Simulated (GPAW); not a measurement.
# free-standing square Cr monolayer, spacing 2.867 A: which magnetic order is lowest

Wanted: the moments of free-standing square Cr monolayer, spacing 2.867 A and the energy of each order that was tried.

Main program and level: GPAW 26.7.0; revPBE; plane waves with GPAW's PAW setups, scalar-relativistic.

## 1. Set-up

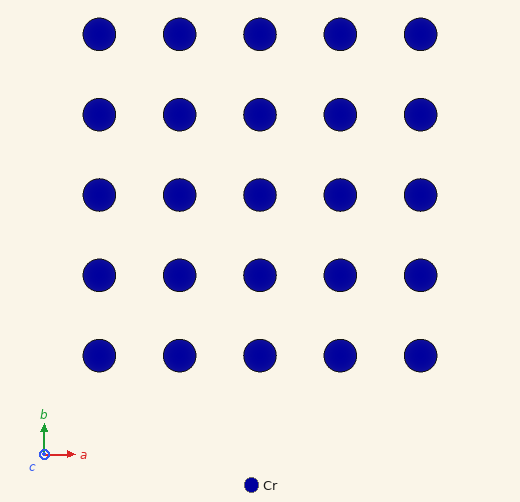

The cell as given, from above (chromium blue). 4×4×1 cells are drawn. Some periodic images of atoms are drawn too.

The cell holds 1 atom: 1 Cr. Its edges and angles: a = 2.867 Å, b = 2.867 Å, c = 14.000 Å, α = 90.0°, β = 90.0°, γ = 90.0°. model lattice. Vacuum lies along c.

Coordinates:

```
Cr
1.0
     2.86700    0.00000    0.00000
     0.00000    2.86700    0.00000
     0.00000    0.00000   14.00000
Cr
1
Cartesian
  0.0000 0.0000 7.0000
```

## 2. Start 1: ferro +

The parallel start comes first: it fits the smallest cell, keeps the most symmetry and shows whether parallel moments form.

Input file order1.py:

```python
import json
import numpy as np
from ase import Atoms
from ase.parallel import paropen, parprint
from gpaw import GPAW

atoms = Atoms(['Cr'],
    cell=[[2.867, 0.0, 0.0],
         [0.0, 2.867, 0.0],
         [0.0, 0.0, 14.0]],
    scaled_positions=[[0.0, 0.0, 0.5]],
    pbc=True,
    magmoms=[2.5])
atoms.calc = GPAW(mode={'name': 'pw', 'ecut': 550},
    xc='revPBE',
    kpts={'size': (10, 10, 1), 'gamma': True},
    occupations={'name': 'fermi-dirac', 'width': 0.05},
    convergence={'density': 1e-06, 'energy': 1e-05},
    maxiter=200,
    mixer={'name': 'pulay', 'beta': 0.05, 'nmaxold': 5, 'weight': 100},
    symmetry={'tolerance': 1e-4},
    txt='order1.txt')
e = atoms.get_potential_energy(force_consistent=True)
res = {'free_energy': e, 'energy_sigma0': atoms.get_potential_energy(), 'fermi_energy': atoms.calc.get_fermi_level()}
res['moments'] = atoms.get_magnetic_moments().tolist()
res['total'] = atoms.get_magnetic_moment()
parprint('site moments (muB):', np.round(res['moments'], 3))
parprint(f"total moment: {res['total']:.3f} muB")
parprint(f'free energy: {e:.6f} eV')
atoms.calc.write('order1.gpw')
with paropen('results.json', 'w') as f:
    json.dump(res, f)
```

Run with:

```
$ OMP_NUM_THREADS=1 python3 order1.py > order1.log
```

Log:

```text
site moments (muB): [3.902]
total moment: 5.034 muB
free energy: -6.591652 eV

--- order1.txt ---
Input parameters:
  mode=PW(ecut=550),
  convergence={'density': 1e-06, 'energy': 1e-05},
  kpts=MonkhorstPack(size=(10, 10, 1), gamma=True),
  maxiter=200,
  mixer=Pulay(name='pulay', nmaxold=5, beta=0.05, weight=100, sigma=0.015, g_ss=None),
  occupations=Occupations(name='fermi-dirac', width=0.05),
  symmetry=Symmetry(tolerance=0.0001),
  xc=XC(name='revPBE')

Diagonalizing LCAO Hamiltonian
Converting LCAO to pw mode
   .------.
  /|      |
 * |      |
 | |      |
 | |      |
 | |      |
 | |      |
 | |      |
 | |      |
 | |      |
 Cr|      |
 | |      |
 | |      |
 | |      |
 | |      |
 | |      |
 | |      |
 | .------.
 |/      /
 *------*

Atoms  # Å, Bohr magnetons
|   | symbol |        x |        y |        z |    initial magnetic moments |
|---|--------|----------|----------|----------|-----------------------------|
| 0 |     Cr | 0.000000 | 0.000000 | 7.000000 | ( 0.0000,  0.0000,  2.5000) |

Unit cell  # Å
| periodic |        x |        y |         z |   lengths |    angles |
|----------|----------|----------|-----------|-----------|-----------|
|      yes | 2.867000 | 0.000000 |  0.000000 |  2.867000 | 90.000000 |
|      yes | 0.000000 | 2.867000 |  0.000000 |  2.867000 | 90.000000 |
|      yes | 0.000000 | 0.000000 | 14.000000 | 14.000000 | 90.000000 |

Number of symmetries: 16

BZ-sampling:
  Number of BZ points: 100
  Number of IBZ points: 21

  Monkhorst-Pack size: [10, 10, 1]
  Monkhorst-Pack shift: [0.05, 0.05, 0.0]

K-points  # in reciprocal-cell coordinates
|     |                                coordinates |     weight |
|-----|--------------------------------------------|------------|
|   0 | (  0.00000000,   0.00000000,   0.00000000) | 0.01000000 |
|   1 | (  0.10000000,   0.00000000,   0.00000000) | 0.04000000 |
|   2 | (  0.10000000,   0.10000000,   0.00000000) | 0.04000000 |
|   3 | (  0.20000000,   0.00000000,   0.00000000) | 0.04000000 |
|   4 | (  0.20000000,   0.10000000,   0.00000000) | 0.08000000 |
|   5 | (  0.20000000,   0.20000000,   0.00000000) | 0.04000000 |
|   6 | (  0.30000000,   0.00000000,   0.00000000) | 0.04000000 |
|   7 | (  0.30000000,   0.10000000,   0.00000000) | 0.08000000 |
|   8 | (  0.30000000,   0.20000000,   0.00000000) | 0.08000000 |
|   9 | (  0.30000000,   0.30000000,   0.00000000) | 0.04000000 |
| ... |                                            |            |
|  20 | (  0.50000000,   0.50000000,   0.00000000) | 0.01000000 |

Plane wave coefficients: 3397
Cutoff: 550.0 eV

Spin-components: 2 (collinear spins)
Bands:           9
Projectors:      6
Spin-degeneracy: 1
Datatype:        complex128

Parallelization:
  kpt:    1
  domain: 1
  band:   1

Density:
  Valence electrons: 6.0
  Components: 2
  Grid points: [16 16 80]
  Charge: 0.0  # |e|

Potential:
  Grid points: [16 16 80]

species:
  Cr:
    name:    Chromium
    Z:       24.0
    valence: 6
    core:    18
    charge:  0.0  # [|e|]
    compensation charges:
      type: gauss
      rc: 0.35  # [Å]
      lmax: 2
    cutoffs:
      filter: 2.14  # [Å]
      core: 3.04  # [Å]
    projectors
    | kind |    occ | energy [eV] | rcut [Å] |
    |------|--------|-------------|----------|
    |   4s |  1.000 |      -3.933 |    1.164 |
    |   4p |  0.000 |      -0.966 |    1.217 |
    |   3d |  5.000 |      -2.850 |    1.111 |
    |    s |        |      23.278 |    1.164 |
    |    p |        |      26.245 |    1.217 |
    |    d |        |      24.362 |    1.111 |

    Using partial waves for Cr as LCAO basis

Reference energy: -28585.999204  # eV

eigensolver:
  PPCG
  Converge bands: occupied
  niter=2

density mixing:
  Pulay-Mixer
  Linear mixing parameters: 0.05
  Old densities: 5
  Fourier metric: weight=100, sigma=0.015

occupation numbers:
  Fermi-Dirac:
    width: 0.0500  # eV

poisson solver:
  ecut: 4400.0  # eV

xc functional:
  name: revPBE with 2 nearest neighbor stencil

convergence criteria:
- Maximum integral of absolute [dens]ity change: 1e-06 electrons / valence electron
- Maximum [total energy] change in last 3 cyles: 1e-05 eV / valence electron
- Maximum integral of absolute [eigenst]ate change: 4e-08 eV^2 / valence electron
maximum number of iterations: 200

SCF iterations
|iter     |      energy | eigst |  dens |  magmom |
|---------|-------------|-------|-------|---------|
|iter:   1|       0s |   -6.425743 | +0.12 |       |  +2.4959|
|iter:   2|       0s |   -6.175235 | -1.59 | -0.24 |  +2.5840|
|iter:   3|       1s |   -5.989610 | -0.67 | -0.30 |  +2.9943|
|iter:   4|       1s |   -6.294966 | -0.74 | -0.58 |  +3.0049|
|iter:   5|       2s |   -6.344894 | -1.90 | -0.37 |  +3.3407|
|iter:   6|       2s |   -6.544969 | -0.95 | -0.49 |  +4.2463|
|iter:   7|       3s |   -6.481927 | -1.97 | -1.00 |  +4.0660|
|iter:   8|       3s |   -6.549036 | -2.29 | -0.98 |  +4.4974|
|iter:   9|       4s |   -6.553695 | -2.82 | -1.30 |  +4.5436|
|iter:  10|       4s |   -6.566001 | -2.99 | -1.30 |  +4.7139|
[... 51 iterations left out ...]
|iter:  62|      23s |   -6.587669c|-10.70c| -5.46 |  +5.0342|
|iter:  63|      24s |   -6.587669c|-10.35c| -5.49 |  +5.0342|
|iter:  64|      24s |   -6.587669c|-10.76c| -5.62 |  +5.0342|
|iter:  65|      24s |   -6.587669c|-10.99c| -5.66 |  +5.0342|
|iter:  66|      24s |   -6.587669c|-11.11c| -5.74 |  +5.0342|
|iter:  67|      25s |   -6.587669c|-11.35c| -5.81 |  +5.0342|
|iter:  68|      25s |   -6.587669c|-11.59c| -5.77 |  +5.0342|
|iter:  69|      25s |   -6.587669c|-11.70c| -5.80 |  +5.0342|
|iter:  70|      25s |   -6.587669c|-10.88c| -5.85 |  +5.0342|
|iter:  71|      26s |   -6.587669c|-10.91c| -6.05c|  +5.0343|

Converged in 71 steps
Energy contributions relative to reference atoms: (reference = -28585.999204)

Energy contributions:
  Kinetic:           3.560695
  Coulomb:          -4.339750
  Zero:              0.006079
  External:          0.000000
  Xc:               -5.810710
  Entropy:          -0.007967
  Spinorbit:         0.000000
  ----------------------------
  Free energy:      -6.591652
  Extrapolated:     -6.587669

dipole moment: (-6.770383, -6.770383, 0.000076)  # |e|*Ang

Total magnetic moment: (0.000000, 0.000000, 5.034254)

Local magnetic moments
|        x |        y |        z |
|----------|----------|----------|
| 0.000000 | 0.000000 | 3.901585 |  # Cr   0

Fermi level: -2.088
Eigenvalues  # (at kpt = [0.000, 0.000, 0.000])
| band index |      eig [eV] | occ [0-1] |      eig [eV] | occ [0-1] |
|------------|---------------|-----------|---------------|-----------|
|          0 |        -6.905 |     1.000 |        -4.920 |     1.000 |
|          1 |        -4.420 |     1.000 |        -0.967 |     0.000 |
|          2 |        -3.487 |     1.000 |        -0.630 |     0.000 |
|          3 |        -2.381 |     0.997 |        -0.212 |     0.000 |
|          4 |        -2.381 |     0.997 |         1.640 |     0.000 |
|          5 |        -2.062 |     0.371 |         1.652 |     0.000 |
|          6 |        -2.046 |     0.300 |         1.652 |     0.000 |
|          7 |         1.197 |     0.000 |         2.004 |     0.000 |
|          8 |         2.190 |     0.000 |         2.667 |     0.000 |

No gap
No difference between direct/indirect transitions
```

It took 29 s on 1 MPI rank of AMD EPYC 9R45, shared host; peak memory 0.2 GiB.

Spin moment in the augmentation sphere by atom:

```csv
atom,spin moment in the augmentation sphere (μB)
Cr1,3.90
```

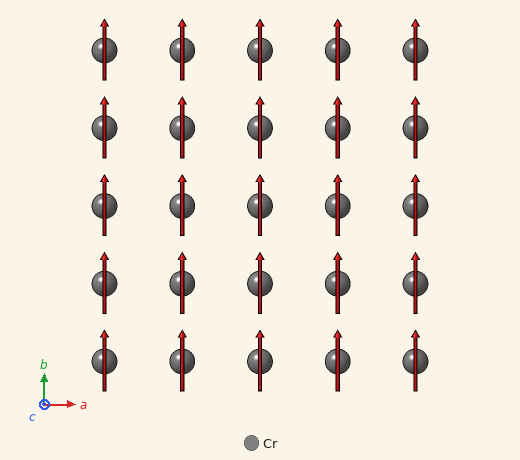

Spin moment in the augmentation sphere as arrows, the longest 3.90 μB. Up and down stand for the sign. Arrows give size and sign along the axis of quantisation, drawn up and down the page. 4×4×1 cells are drawn. Some periodic images of atoms are drawn too.

Numbers from this step:

```yaml
magnetization: 5.034 μB
final_state: ferromagnetic
```

After 71 cycles the largest moment stands at 3.90 μB.

## 3. Run 2 (antiferro q=(0,1/2,0) +-)

An opposed order shows whether the pairs that it reverses prefer unlike signs.

This order needs a doubled cell of 2 atoms. Its mesh is chosen so that both cells sample the same points.

order2.py is the script of step 2 with these lines changed:

```diff
@@ -6,12 +6,13 @@
 
-atoms = Atoms(['Cr'],
+atoms = Atoms(['Cr', 'Cr'],
     cell=[[2.867, 0.0, 0.0],
-         [0.0, 2.867, 0.0],
+         [0.0, 5.734, 0.0],
          [0.0, 0.0, 14.0]],
-    scaled_positions=[[0.0, 0.0, 0.5]],
+    scaled_positions=[[0.0, 0.0, 0.5],
+         [0.0, 0.5, 0.5]],
     pbc=True,
-    magmoms=[2.5])
+    magmoms=[2.5, -2.5])
 atoms.calc = GPAW(mode={'name': 'pw', 'ecut': 550},
     xc='revPBE',
-    kpts={'size': (10, 10, 1), 'gamma': True},
+    kpts={'size': (10, 5, 1), 'gamma': True},
     occupations={'name': 'fermi-dirac', 'width': 0.05},
@@ -21,3 +22,3 @@
     symmetry={'tolerance': 1e-4},
-    txt='order1.txt')
+    txt='order2.txt')
 e = atoms.get_potential_energy(force_consistent=True)
@@ -29,3 +30,3 @@
 parprint(f'free energy: {e:.6f} eV')
-atoms.calc.write('order1.gpw')
+atoms.calc.write('order2.gpw')
 with paropen('results.json', 'w') as f:
```

Run with:

```
$ OMP_NUM_THREADS=1 python3 order2.py > order2.log
```

Log:

```text
site moments (muB): [ 3.8 -3.8]
total moment: -0.000 muB
free energy: -13.861638 eV

--- order2.txt ---
Input parameters:
  mode=PW(ecut=550),
  convergence={'density': 1e-06, 'energy': 1e-05},
  kpts=MonkhorstPack(size=(10, 5, 1), gamma=True),
  maxiter=200,
  mixer=Pulay(name='pulay', nmaxold=5, beta=0.05, weight=100, sigma=0.015, g_ss=None),
  occupations=Occupations(name='fermi-dirac', width=0.05),
  symmetry=Symmetry(tolerance=0.0001),
  xc=XC(name='revPBE')

Diagonalizing LCAO Hamiltonian
Converting LCAO to pw mode
     .------.
    /|      |
   / |      |
  /  |      |
 *   |      |
 |   |      |
 |   |      |
 |   |      |
 |   |      |
 |   |      |
 | Cr|      |
 |   |      |
 Cr  |      |
 |   |      |
 |   |      |
 |   |      |
 |   |      |
 |   .------.
 |  /      /
 | /      /
 |/      /
 *------*

Atoms  # Å, Bohr magnetons
|   | symbol |        x |        y |        z |    initial magnetic moments |
|---|--------|----------|----------|----------|-----------------------------|
| 0 |     Cr | 0.000000 | 0.000000 | 7.000000 | ( 0.0000,  0.0000,  2.5000) |
| 1 |     Cr | 0.000000 | 2.867000 | 7.000000 | ( 0.0000,  0.0000, -2.5000) |

Unit cell  # Å
| periodic |        x |        y |         z |   lengths |    angles |
|----------|----------|----------|-----------|-----------|-----------|
|      yes | 2.867000 | 0.000000 |  0.000000 |  2.867000 | 90.000000 |
|      yes | 0.000000 | 5.734000 |  0.000000 |  5.734000 | 90.000000 |
|      yes | 0.000000 | 0.000000 | 14.000000 | 14.000000 | 90.000000 |

Number of symmetries: 8

BZ-sampling:
  Number of BZ points: 50
  Number of IBZ points: 18

  Monkhorst-Pack size: [10, 5, 1]
  Monkhorst-Pack shift: [0.05, 0.0, 0.0]

Plane wave coefficients: 6780
Cutoff: 550.0 eV

Spin-components: 2 (collinear spins)
Bands:           12
Projectors:      12
Spin-degeneracy: 1
Datatype:        complex128

Parallelization:
  kpt:    1
  domain: 1
  band:   1

Density:
  Valence electrons: 12.0
  Components: 2
  Grid points: [16 32 80]
  Charge: 0.0  # |e|

Potential:
  Grid points: [16 32 80]

[... setups left out ...]
Reference energy: -57171.998407  # eV

eigensolver:
  PPCG
  Converge bands: occupied
  niter=2

density mixing:
  Pulay-Mixer
  Linear mixing parameters: 0.05
  Old densities: 5
  Fourier metric: weight=100, sigma=0.015

occupation numbers:
  Fermi-Dirac:
    width: 0.0500  # eV

poisson solver:
  ecut: 4400.0  # eV

xc functional:
  name: revPBE with 2 nearest neighbor stencil

convergence criteria:
- Maximum integral of absolute [dens]ity change: 1e-06 electrons / valence electron
- Maximum [total energy] change in last 3 cyles: 1e-05 eV / valence electron
- Maximum integral of absolute [eigenst]ate change: 4e-08 eV^2 / valence electron
maximum number of iterations: 200

SCF iterations
|iter     |      energy | eigst |  dens |  magmom |
|---------|-------------|-------|-------|---------|
|iter:   1|       0s |  -13.370790 | +0.17 |       |  +0.0000|
|iter:   2|       1s |  -12.962331 | -1.32 | -0.25 |  +0.0000|
|iter:   3|       2s |  -12.691502 | -0.24 | -0.30 |  +0.0000|
|iter:   4|       3s |  -12.685697 | -1.15 | -0.56 |  +0.0000|
|iter:   5|       4s |  -13.886516 | -1.02 | -0.53 |  -0.0000|
|iter:   6|       5s |  -13.807793 | -1.85 | -0.72 |  -0.0000|
|iter:   7|       6s |  -13.768486 | -1.15 | -0.84 |  +0.0000|
|iter:   8|       7s |  -13.864310 | -1.32 | -1.03 |  -0.0000|
|iter:   9|       8s |  -13.847000 | -2.38 | -1.46 |  -0.0000|
|iter:  10|       9s |  -13.844384 | -3.43 | -1.70 |  +0.0000|
[... 24 iterations left out ...]
|iter:  35|      31s |  -13.852613c| -8.02c| -4.81 |  -0.0000|
|iter:  36|      31s |  -13.852613c| -8.23c| -4.87 |  -0.0000|
|iter:  37|      32s |  -13.852613c| -8.48c| -5.06 |  -0.0000|
|iter:  38|      33s |  -13.852613c| -8.70c| -5.00 |  -0.0000|
|iter:  39|      33s |  -13.852613c| -8.72c| -5.02 |  -0.0000|
|iter:  40|      34s |  -13.852613c| -8.99c| -5.20 |  -0.0000|
|iter:  41|      34s |  -13.852613c| -9.39c| -5.27 |  -0.0000|
|iter:  42|      35s |  -13.852613c| -9.03c| -5.28 |  -0.0000|
|iter:  43|      35s |  -13.852613c| -9.42c| -5.59 |  -0.0000|
|iter:  44|      36s |  -13.852613c| -9.90c| -6.10c|  -0.0000|

Converged in 44 steps
Energy contributions relative to reference atoms: (reference = -57171.998407)

Energy contributions:
  Kinetic:          -1.832069
  Coulomb:          -1.479133
  Zero:              0.034368
  External:          0.000000
  Xc:              -10.566752
  Entropy:          -0.018051
  Spinorbit:         0.000000
  ----------------------------
  Free energy:     -13.861638
  Extrapolated:    -13.852613

dipole moment: (-13.574193, -13.574161, 0.000152)  # |e|*Ang

Total magnetic moment: (0.000000, 0.000000, -0.000000)

Local magnetic moments
|        x |        y |         z |
|----------|----------|-----------|
| 0.000000 | 0.000000 |  3.799806 |  # Cr   0
| 0.000000 | 0.000000 | -3.799806 |  # Cr   1

Fermi level: -2.284
Eigenvalues  # (at kpt = [0.000, 0.000, 0.000])
| band index |      eig [eV] | occ [0-1] |      eig [eV] | occ [0-1] |
|------------|---------------|-----------|---------------|-----------|
|          0 |        -6.097 |     1.000 |        -6.097 |     1.000 |
|          1 |        -4.269 |     1.000 |        -4.269 |     1.000 |
|          2 |        -3.344 |     1.000 |        -3.344 |     1.000 |
|          3 |        -3.248 |     1.000 |        -3.248 |     1.000 |
|          4 |        -2.414 |     0.931 |        -2.414 |     0.931 |
|          5 |        -2.395 |     0.902 |        -2.395 |     0.902 |
|          6 |        -1.321 |     0.000 |        -1.321 |     0.000 |
|          7 |        -1.315 |     0.000 |        -1.315 |     0.000 |
|          8 |         0.218 |     0.000 |         0.218 |     0.000 |
|          9 |         0.580 |     0.000 |         0.580 |     0.000 |
|         10 |         1.329 |     0.000 |         1.329 |     0.000 |
|         11 |         1.605 |     0.000 |         1.605 |     0.000 |

No gap
No difference between direct/indirect transitions
```

Wall time 40 s (1 MPI rank); peak memory 0.28 GiB.

Spin moment in the augmentation sphere by atom:

```csv
atom,spin moment in the augmentation sphere (μB)
Cr1,3.80
Cr2,-3.80
```

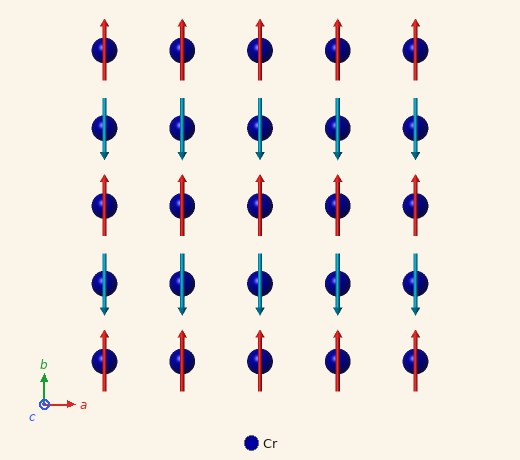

Spin moment in the augmentation sphere as arrows, the longest 3.80 μB. Up and down stand for the sign. Arrows give size and sign along the axis of quantisation, drawn up and down the page. The two directions have two colours. 4×2×1 cells are drawn. Some periodic images of atoms are drawn too.

This step gave:

| Item | Value |
| --- | --- |
| magnetization | 0 μB |
| final state | antiferromagnetic |

It lies 339 meV a seeded atom under the first start, and its largest moment is 3.80 μB against 3.90 μB.

## 4. Order 3, typed as antiferro q=(1/2,1/2,0) +-

Reversing part of the moments tests the sign of the couplings between them.

The cell is doubled to 2 atoms to hold this order. Its mesh is chosen so that both cells sample the same points.

order3.py is the script of step 3 with these lines changed:

```diff
@@ -7,7 +7,7 @@
 atoms = Atoms(['Cr', 'Cr'],
-    cell=[[2.867, 0.0, 0.0],
-         [0.0, 5.734, 0.0],
+    cell=[[5.734, 0.0, 0.0],
+         [2.867, 2.867, 0.0],
          [0.0, 0.0, 14.0]],
     scaled_positions=[[0.0, 0.0, 0.5],
-         [0.0, 0.5, 0.5]],
+         [0.5, 0.0, 0.5]],
     pbc=True,
@@ -16,3 +16,3 @@
     xc='revPBE',
-    kpts={'size': (10, 5, 1), 'gamma': True},
+    kpts={'size': (5, 10, 1), 'gamma': True},
     occupations={'name': 'fermi-dirac', 'width': 0.05},
@@ -22,3 +22,3 @@
     symmetry={'tolerance': 1e-4},
-    txt='order2.txt')
+    txt='order3.txt')
 e = atoms.get_potential_energy(force_consistent=True)
@@ -30,3 +30,3 @@
 parprint(f'free energy: {e:.6f} eV')
-atoms.calc.write('order2.gpw')
+atoms.calc.write('order3.gpw')
 with paropen('results.json', 'w') as f:
```

Run with:

```
$ OMP_NUM_THREADS=1 python3 order3.py > order3.log
```

Log:

```text
UserWarning: Initial realspace grid (32,24,80) inconsistent with symmetries.
UserWarning: Using symmetrized grid: (32,32,80).

site moments (muB): [ 3.682 -3.682]
total moment: 0.000 muB
free energy: -14.056410 eV

--- order3.txt ---
Input parameters:
  mode=PW(ecut=550),
  convergence={'density': 1e-06, 'energy': 1e-05},
  kpts=MonkhorstPack(size=(5, 10, 1), gamma=True),
  maxiter=200,
[...]
|          9 |         0.994 |     0.000 |         0.994 |     0.000 |
|         10 |         0.994 |     0.000 |         0.994 |     0.000 |
|         11 |         1.355 |     0.000 |         1.355 |     0.000 |

Gap: 0.065 eV
Transition (v -> c):
  (s=0, k=5, n=5, [0.00, 0.50, 0.00]) -> (s=1, k=17, n=6, [0.40, 0.50, 0.00])
Direct/indirect transitions are different
Direct gap: 0.457 eV
Transition at: (s=0->1, k=17, n=5, [0.40, 0.50, 0.00])


[key lines of the parts left out:]
Free energy:     -14.056410
Converged in 60 steps
dipole moment: (-27.137565, -13.568798, 0.000152)  # |e|*Ang
Fermi level: -2.439
```

Elapsed: 74 s, on 1 MPI rank; peak memory 0.36 GiB.

Spin moment in the augmentation sphere by atom:

```csv
atom,spin moment in the augmentation sphere (μB)
Cr1,3.68
Cr2,-3.68
```

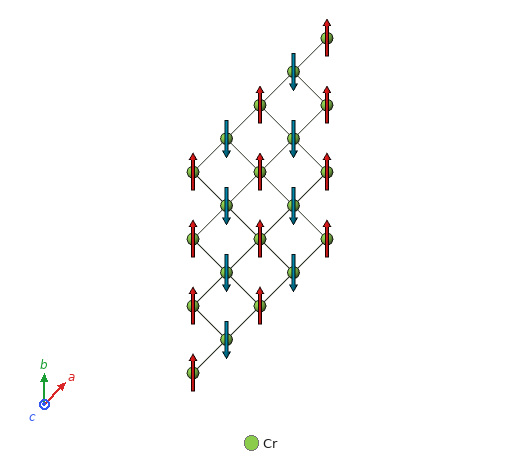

Spin moment in the augmentation sphere as arrows, the longest 3.68 μB. Up and down stand for the sign. Arrows give size and sign along the axis of quantisation, drawn up and down the page. The two directions have two colours. 2×3×1 cells are drawn. Some periodic images of atoms are drawn too.

Numbers from this step:

| Property | Result |
| --- | --- |
| magnetization | 0 μB |
| final state | antiferromagnetic |

It lies 437 meV a seeded atom under the first start, and its largest moment is 3.68 μB against 3.90 μB.

(Continued in part 2 of 2.)

[Logs and program files are shortened in this print: banners, set-up blocks, solver, clock and traceback lines can be left out without a mark of their own.]

[Logs are printed without paths, hosts, clocks, repeated set-up lines and the standing remarks that a program may print on its own settings, such as how far it seeks lower states.]

[Hosts, paths, dates, database ids (printed as entryN), source tags and the programs' standing remarks are cut or masked in the printed files.]

[Where a cell is said to come from a database of computed structures, the database is the Materials Project.]
